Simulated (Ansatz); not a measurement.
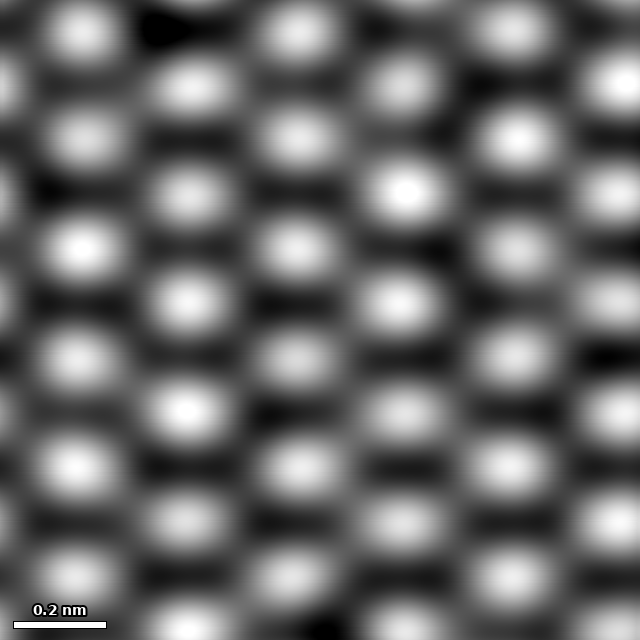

Phase-contrast TEM-like image of Mo (P6_3/mmc, No. 194). Simulated in the weak-phase-object approximation with neutral-atom potentials: 80 kV, Cs = −15 µm, defocus +95 Å (negative is underfocus), defocus spread 8 Å, aperture 0.83 1/Å. A slight drift and the speckle of an amorphous layer were added. Structure: the geometry given to an electronic-structure calculation, possibly off equilibrium; the starting structure was generated, so it need not be a known form of this composition.

```cif
data_structure
_symmetry_space_group_name_H-M 'P 1'
_symmetry_Int_Tables_number 1
_cell_length_a 2.7384
_cell_length_b 2.7384
_cell_length_c 4.9191
_cell_angle_alpha 90.000
_cell_angle_beta 90.000
_cell_angle_gamma 120.000
_cell_volume 31.95
loop_
_atom_site_label
_atom_site_type_symbol
_atom_site_fract_x
_atom_site_fract_y
_atom_site_fract_z
_atom_site_occupancy
Mo1 Mo 0.33333 0.66667 0.25000 1
Mo2 Mo 0.66667 0.33333 0.75000 1
```

Question: Which beam direction gives this image, [101], [001], [100] or [211]? (Directions equivalent by symmetry count as one.)

Answer: [101]. The projected cells are 2.39 × 2.66 Å, 117° for [101]; 2.74 × 2.74 Å, 120° for [001]; 2.37 × 4.92 Å, 90° for [100]; 2.19 × 2.19 Å, 103° for [211], and the image repeats as the [101] one does.
